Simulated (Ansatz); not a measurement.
# Geometry relaxation of Sr$_{33}$O$_{32}$ (part 2 of 2)

The same run, continued: Sr$_{33}$O$_{32}$ (defect cell, 65 atoms in the cell); DFT, PBEsol, PAW, plane waves (Ansatz 0.2.0); cutoff 420 eV, 1×1×1 k-mesh, Fermi–Dirac smearing of 0.01 eV. 

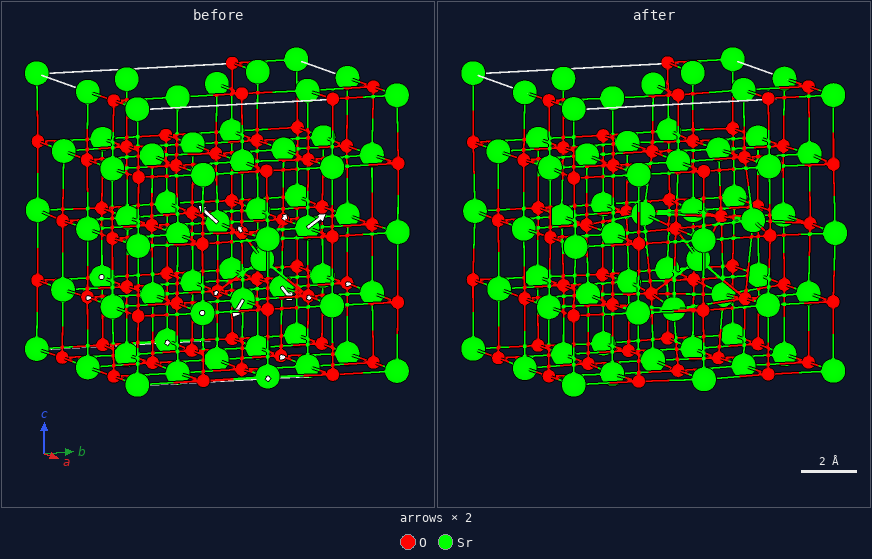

Before (left) and after (right) the relaxation, at one scale (ball-and-stick view of the cell of the calculation (origin shifted), seen slightly off an axis). The white arrows give the displacements, magnified 2 times. The largest move is that of Sr42, 0.51 Å. By element the largest moves are Sr 0.51 Å, O 0.16 Å. The lattice vectors keep their values. Among the contacts that change: O14–Sr61 2.509 → 2.956 Å, O25–Sr42 2.534 → 2.967 Å, O23–Sr40 2.546 → 2.955 Å, O25–Sr51 2.564 → 2.973 Å. Among the angles that change: O2–Sr42–O26 87.9° → 102.9°, O21–Sr61–O23 179.1° → 164.9°, O25–Sr61–O29 179.3° → 165.9°. Over 8 geometry steps the energy falls by 123 meV per atom. Largest force component: 6.5 eV/Å at the start, 0.015 eV/Å at the end. The line search rejected the trial step at point 5 (counted from 0) and went back. (Atoms are counted from 1 in the order of the input.)

```
SCF converged after 6 iterations
Free energy (F): -133281.353114 eV
Harris-Foulkes:  -133281.353114 eV  (|F-HF|=2.71e-9)
Internal energy: -133281.351813 eV  (E = F + TS)
E sigma→0 (E₀):  -133281.352463 eV
Entropy (-TS):   -0.001300 eV (-0.020 meV/atom)
Fermi energy:    11.761094 eV
--- Per-component energies (eV) ---
  E_band       = -1753.157444
  E_kinetic    = 13798.371631
  E_local      = -27818.407264  (includes V_loc(G=0)·N_el)
  E_nonlocal   = 8260.451713
  E_hartree    = 7466.323309
  E_xc         = -8073.918776
  E_vxc        = -8425.671896  (∫ρ·V_xc dr)
  E_paw        = -92131.222490  (= ΣΔE_a)
  E_vpaw       = -2500.626013  (= ΣTr[D̂ρ^β])
  E_aug_tail   = 0.077018  (compensation charges beyond the density's cutoff)
  E_ewald      = -34788.589632
  E_core_change = 5.562678  (= ΣΔE_core)
  E_smearing   = -0.001300  (= −TS)
  E_closure    = -0.000000  (closes the sum)
  Σ components = -133281.353114   (vs F -133281.353114, Δ=0.00e0)
--- Forces (eV/Å), atoms counted from 1 ---
  atom   1  O     -0.00163181     0.00036511    -0.00080719
  atom   2  O     -0.00372835     0.00035153     0.00131391
  atom   3  O     -0.00243786    -0.00427479    -0.00058245
  atom   4  O     -0.00689797    -0.00221392     0.01113652
  atom   5  O     -0.00018015     0.00267383     0.00123551
  atom   6  O      0.00102131     0.00202219    -0.00108556
  atom   7  O      0.00048371    -0.00076192    -0.00137372
  atom   8  O      0.00225524    -0.00209947     0.00081662
  atom   9  O     -0.00472085    -0.00174973    -0.00252325
  atom  10  O     -0.00101297     0.00021314     0.00140454
  atom  11  O     -0.00129571     0.00013371    -0.00086205
  atom  12  O     -0.00064469     0.00090336    -0.00140291
  atom  13  O      0.00012618     0.00107187     0.00034257
  atom  14  O      0.00831033     0.00261230     0.00821956
  atom  15  O      0.00083998     0.00121443    -0.00213610
  atom  16  O      0.00058156     0.00496344    -0.00034081
  atom  17  O     -0.00250485    -0.00034906     0.00072380
  atom  18  O      0.00001795     0.00029791     0.00003132
  atom  19  O     -0.00056682    -0.00069982     0.00030058
  atom  20  O     -0.00172140    -0.00139582     0.00346733
  atom  21  O      0.00466451     0.00281006     0.00044993
  atom  22  O     -0.00029727    -0.00035238     0.00346306
  atom  23  O      0.00387811    -0.00688990    -0.00833475
  atom  24  O     -0.00342839    -0.00486114     0.00349900
  atom  25  O      0.00030134    -0.00317019    -0.01450876
  atom  26  O      0.00183926    -0.00060858     0.00221252
  atom  27  O     -0.00192116     0.00321575     0.00085694
  atom  28  O      0.00187121     0.00053951     0.00105027
  atom  29  O     -0.00091070    -0.00252198    -0.00256818
  atom  30  O      0.00480909    -0.00254349     0.00444955
  atom  31  O      0.00268451     0.00231573    -0.00178938
  atom  32  O      0.00241129     0.00050436    -0.00094208
  atom  33  Sr     0.00188052     0.00481980     0.00545206
  atom  34  Sr    -0.00448612    -0.00355631    -0.00016580
  atom  35  Sr    -0.00732254    -0.00407767    -0.00445968
  atom  36  Sr     0.00411801     0.00731971     0.00373286
  atom  37  Sr     0.00187612    -0.00184917     0.00068323
  atom  38  Sr     0.00473757    -0.00241831     0.00114602
  atom  39  Sr     0.00821699     0.00613242     0.00084737
  atom  40  Sr    -0.00084597     0.00031950    -0.00369337
  atom  41  Sr    -0.00983521    -0.00672190     0.00455080
  atom  42  Sr     0.00504884    -0.00339479    -0.00486800
  atom  43  Sr    -0.00278009     0.00546824    -0.00247140
  atom  44  Sr    -0.00508319     0.00436812     0.00187454
  atom  45  Sr     0.00951652     0.00279513    -0.00350792
  atom  46  Sr    -0.00300989    -0.00807922     0.00290404
  atom  47  Sr     0.00037623    -0.00380585     0.00398805
  atom  48  Sr     0.00616213     0.00543452     0.00129920
  atom  49  Sr    -0.00761263     0.00005727    -0.00619368
  atom  50  Sr    -0.00458231    -0.00041536     0.00156963
  atom  51  Sr     0.00696289    -0.00252085     0.00062377
  atom  52  Sr    -0.00511954     0.00480321    -0.00236852
  atom  53  Sr     0.00678942    -0.00268016    -0.00219267
  atom  54  Sr     0.00019765     0.00269889    -0.00312926
  atom  55  Sr     0.00034022     0.00536451    -0.00666052
  atom  56  Sr     0.00432440    -0.00127066     0.00680962
  atom  57  Sr     0.00213140    -0.00749650    -0.00743216
  atom  58  Sr    -0.00506299     0.00093889     0.00748953
  atom  59  Sr    -0.00700487     0.00752280    -0.00254364
  atom  60  Sr     0.00082344    -0.00184574    -0.00193238
  atom  61  Sr    -0.00266508    -0.00473015     0.00005059
  atom  62  Sr     0.00579446    -0.00233548    -0.00501364
  atom  63  Sr     0.00494104     0.00465237    -0.00331136
  atom  64  Sr     0.00280105     0.00021424     0.00129456
  atom  65  Sr    -0.01382643     0.00257551     0.00990671
  max |Σ_I F_I| component: 5.07e-6 eV/Å
--- Band table (eV) ---
  k-point 0: bands = ["-24.7042", "-24.2649", "-24.2546", "-24.2505", "-23.9266", "-23.8193", "-23.7888", "-23.7782", "-23.7612", "-23.7488", ... 116 levels left out ..., "-5.5606", "-5.5265", "-5.5240", "-5.5143", "-5.4985", "-5.4774", "-5.4512", "-5.3250", "-5.3149", "-5.2676", "-5.1593", "-5.1006", "-5.0984", "-5.0048", "-4.9702", "-4.9642", "-4.9469", "-4.9187", "-4.9076", "-4.8919", "-4.8554", "-4.8388", "-4.8119", "-4.7604", "-4.7400", "-4.7300", "-4.7231", "-4.6837", "-4.6743",
      "-4.6533", "-4.6492", "-4.6004", "-4.5611", "-4.5484", "-4.5100", "-4.4470", "-4.4341", "-4.4095", "6.1770", "6.1797", "6.2263", "6.2717", "6.3464", "6.3797", "6.5138", "6.5264", "6.5307", "6.5609", "6.5738", "6.5747", "6.6329", "6.6490", "6.6518", "6.6653", "6.7280", "6.7284", "6.8064", "6.8249", "6.8480", "6.8981", "6.9234", "6.9315", "6.9386", "6.9706", "6.9827", "6.9950", "7.0517", "7.0558", "7.0823",
      "7.0890", "7.0901", "7.1013", "7.1132", "7.1144", "7.1790", "7.1953", "7.1979", "7.2164", "7.2241", "7.2353", "7.2379", "7.2422", "7.2443", "7.2598", "7.2667", "7.2693", "7.4297", "7.4693", "7.4922", "7.5221", "7.5435", "7.5449", "7.5800", "7.5880", "7.6051", "7.6151", "7.6158", "7.6212", "7.6326", "7.6400", "7.6471", "7.6568", "7.6586", "7.6597", "7.6701", "7.6834", "7.6864", "7.6959", "7.6996",
      "7.7077", "7.7274", "7.7300", "7.7314", "7.7407", "7.7452", "7.7463", "7.7673", "7.7696", "7.7813", "7.7825", "7.7854", "7.8001", "7.8089", "7.8414", "7.8433", "7.8549", "7.8580", "7.8715", "7.8736", "7.9457", "7.9489", "7.9558", "7.9710", "7.9740", "11.7084", "11.8139", "11.8527", "12.3068", "12.3368", "12.4497", "12.7101", "12.9648", "13.0286", "13.0671", "13.1161", "13.1198", "13.2606", "13.2693", "13.3639",
      "13.4946", "13.5262", "13.5660", "13.6130", "13.6196", "13.6995", "13.7495", "13.7804", "13.8609", "13.8661", "13.8872", "13.9176", "13.9869", "14.1751", "14.2119", "14.2194", "14.2450", "14.4071", "14.4676", "14.4886", "14.5385", "14.5894", "14.6483", "14.6584", "14.7288", "14.7810", "14.8351", "14.8992", "14.9122", "14.9707", "15.0192", "15.0912", "15.1147", "15.1507", "15.1910", "15.2457", "15.2849", "15.2986", "15.3688", "15.3889",
      "15.3961", "15.4051", "15.4299", "15.4642", "15.4947", "15.5206", "15.5817", "15.6678", "15.7115", "15.7698", "15.8008"]
--- Relaxed structure (9 steps of the walk, 8 accepted, 0 SCFs on fresh bases) ---
  F+E_penalty+E_count = -133281.35311354 eV   max|allowed force component| = 1.451e-2 eV/Å
  atoms:
    - { symbol: O, position: [0.250850179204954, -0.0008534367792115949, -0.0007585201431479612] }
    - { symbol: O, position: [0.2461690898595884, 0.9941059458157266, 0.5020885958972522] }
    - { symbol: O, position: [0.246182739121984, 0.5020406559046778, -0.0057946494454146295] }
    - { symbol: O, position: [0.25606964752453226, 0.5089926223925941, 0.5086200948703505] }
    - { symbol: O, position: [0.7505054571473083, -5.7781949328348104e-5, 0.00010700102065608607] }
    - { symbol: O, position: [0.7494043450176059, 1.0006586420494434, 0.49913804010631474] }
    - { symbol: O, position: [0.7494019189684406, 0.4989387870657864, 1.0008820846893294] }
    - { symbol: O, position: [0.756130794730164, 0.5039362152570633, 0.504062709909793] }
    - { symbol: O, position: [0.0009656640600016766, 0.25074371075790625, 0.001062426862213601] }
    - { symbol: O, position: [-0.005402937490017621, 0.24554435609189962, 0.5046220373022452] }
    - { symbol: O, position: [0.00031073153688240693, 0.74981466066465, 6.879480717527015e-5] }
    - { symbol: O, position: [0.0009354673599211244, 0.7489895315722426, 0.4994216703598138] }
    - { symbol: O, position: [0.504404401774917, 0.2469099102556329, 0.9945501458444547] }
    - { symbol: O, position: [0.4946207840142577, 0.24122511571852934, 0.5083224510295032] }
    - { symbol: O, position: [0.5003578938899993, 0.7506211795313713, 0.998993888595904] }
    - { symbol: O, position: [0.504357234373675, 0.7552279851514238, 0.5026142893099814] }
    - { symbol: O, position: [0.0008688969032280827, 1.0008744584322598, 0.25080895401396475] }
    - { symbol: O, position: [1.0002734010604122, 0.9999051763671392, 0.7499711106380863] }
    - { symbol: O, position: [-0.005442170922437395, 0.5045121633333253, 0.24567305132429818] }
    - { symbol: O, position: [0.0010183307529406903, 0.4992382968579836, 0.7490400204448362] }
    - { symbol: O, position: [0.5043073352520306, 0.994376110994597, 0.24705060900619108] }
    - { symbol: O, position: [0.5003714940771067, 0.9988569222235366, 0.7507381375931442] }
    - { symbol: O, position: [0.4948028671353601, 0.508774764779754, 0.2417412529469359] }
    - { symbol: O, position: [0.5044353515878806, 0.5024974566818249, 0.7554742069196924] }
    - { symbol: O, position: [0.2547187904822908, 0.24083746524328808, 0.24139537385945609] }
    - { symbol: O, position: [0.24588418675926146, 0.2475939822127308, 0.7560676802800358] }
    - { symbol: O, position: [0.24592885896015676, 0.7559129085539378, 0.24766225032171596] }
    - { symbol: O, position: [0.2505649474334213, 0.7505559430828498, 0.7507019251850002] }
    - { symbol: O, position: [0.7560716400013388, 0.24594645478887897, 0.24610184004621177] }
    - { symbol: O, position: [0.7494061425818646, 0.2508596124259433, 0.7491324912614322] }
    - { symbol: O, position: [0.7495067559986203, 0.74906570446903, 0.2509814910839683] }
    - { symbol: O, position: [0.750607277769369, 0.7497362813230006, 0.7499348326160247] }
    - { symbol: Sr, position: [0.0006325441829381082, 1.0002846338489462, 1.0004584170247084] }
    - { symbol: Sr, position: [0.9948656415868902, -0.004688366252371562, 0.5005419419232543] }
    - { symbol: Sr, position: [-0.005149971947307194, 0.5004700897816746, -0.004566847856470273] }
    - { symbol: Sr, position: [0.0034756140387132988, 0.49842476995393625, 0.4985621818685146] }
    - { symbol: Sr, position: [0.5010014567092104, -0.005083459493303364, 0.9950756682515273] }
    - { symbol: Sr, position: [0.5001303427284951, -0.0008455638010878061, 0.5007859234053481] }
    - { symbol: Sr, position: [0.5000957288412957, 0.5006078007050565, 0.9993892413916114] }
    - { symbol: Sr, position: [0.5248697016014163, 0.5277559742253961, 0.5279718984600588] }
    - { symbol: Sr, position: [0.2506211358048649, 0.24920001800136368, -0.0006016289867285963] }
    - { symbol: Sr, position: [0.22644819338006822, 0.22105654045286993, 0.5289096712960661] }
    - { symbol: Sr, position: [0.24960098693823324, 0.7549799192511782, 0.9949838765363753] }
    - { symbol: Sr, position: [0.2504304251852577, 0.7505951033315825, 0.5007983918671342] }
    - { symbol: Sr, position: [0.7557005705345979, 0.24932339168190173, -0.004575872419149569] }
    - { symbol: Sr, position: [0.7474737277205603, 0.25106591179248544, 0.498806608114999] }
    - { symbol: Sr, position: [0.7500553727324816, 0.7495489576575946, 1.0004617957098132] }
    - { symbol: Sr, position: [0.7557086116644373, 0.754444925295552, 0.5005265523844613] }
    - { symbol: Sr, position: [0.25057855054252687, -0.0008185084933440937, 0.24936161575056884] }
    - { symbol: Sr, position: [0.24960423108038884, 0.9948181960637343, 0.7551244695752377] }
    - { symbol: Sr, position: [0.2262625560020188, 0.5288859551525563, 0.2211568476311032] }
    - { symbol: Sr, position: [0.2504358272684733, 0.5006541051983633, 0.750689773365628] }
    - { symbol: Sr, position: [0.7556985564613367, -0.004750708914065747, 0.2495647122336869] }
    - { symbol: Sr, position: [0.7500709602295658, 0.00027551389505929764, 0.7496616254121367] }
    - { symbol: Sr, position: [0.747429653848454, 0.49868554033379653, 0.2512315199489244] }
    - { symbol: Sr, position: [0.7557700220977759, 0.5004387153339187, 0.7546122955788457] }
    - { symbol: Sr, position: [0.0038953478709661546, 0.2514239372108818, 0.25160948864955845] }
    - { symbol: Sr, position: [-0.004974585134879689, 0.2494996506893571, 0.7546308729388598] }
    - { symbol: Sr, position: [-0.00496600068748314, 0.7545101654234863, 0.24974210761554902] }
    - { symbol: Sr, position: [0.0007434939587519762, 0.7494374542918183, 0.7495429205745213] }
    - { symbol: Sr, position: [0.5249245030351384, 0.22179792600994636, 0.22205855827074983] }
    - { symbol: Sr, position: [0.5000123377594728, 0.24914967816742462, 0.7506789455894046] }
    - { symbol: Sr, position: [0.5000367471329522, 0.750545884802924, 0.2493527008633134] }
    - { symbol: Sr, position: [0.5008800373282477, 0.7546695377909621, 0.7548154312814042] }
    - { symbol: Sr, position: [0.3742401625770807, 0.37487750933991665, 0.37478100719156304] }
--- Löwdin populations: 65 sites ---
  site symbol       q [e]
     0      O      7.3244
     1      O      7.3243
     2      O      7.3244
     3      O      7.3108
     4      O      7.3208
     5      O      7.3247
     6      O      7.3247
     7      O      7.3229
     8      O      7.3245
     9      O      7.3224
    10      O      7.3204
    11      O      7.3246
    12      O      7.3241
    13      O      7.3102
    14      O      7.3239
    15      O      7.3241
    16      O      7.3245
    17      O      7.3205
    18      O      7.3224
    19      O      7.3247
    20      O      7.3240
    21      O      7.3239
    22      O      7.3104
    23      O      7.3242
    24      O      7.3112
    25      O      7.3244
    26      O      7.3243
    27      O      7.3242
    28      O      7.3221
    29      O      7.3245
    30      O      7.3245
    31      O      7.3203
    32     Sr      8.3572
    33     Sr      8.3551
    34     Sr      8.3551
    35     Sr      8.3562
    36     Sr      8.3541
    37     Sr      8.3506
    38     Sr      8.3508
    39     Sr      8.3123
    40     Sr      8.3512
    41     Sr      8.3103
    42     Sr      8.3530
    43     Sr      8.3510
    44     Sr      8.3541
    45     Sr      8.3561
    46     Sr      8.3564
    47     Sr      8.3542
    48     Sr      8.3509
    49     Sr      8.3531
    50     Sr      8.3101
    51     Sr      8.3512
    52     Sr      8.3540
    53     Sr      8.3564
    54     Sr      8.3561
    55     Sr      8.3543
    56     Sr      8.3565
    57     Sr      8.3541
    58     Sr      8.3541
    59     Sr      8.3562
    60     Sr      8.3106
    61     Sr      8.3515
    62     Sr      8.3513
    63     Sr      8.3534
    64     Sr      8.2450
  spilling = 0.023567 (of n_electrons = 522.000000)
```
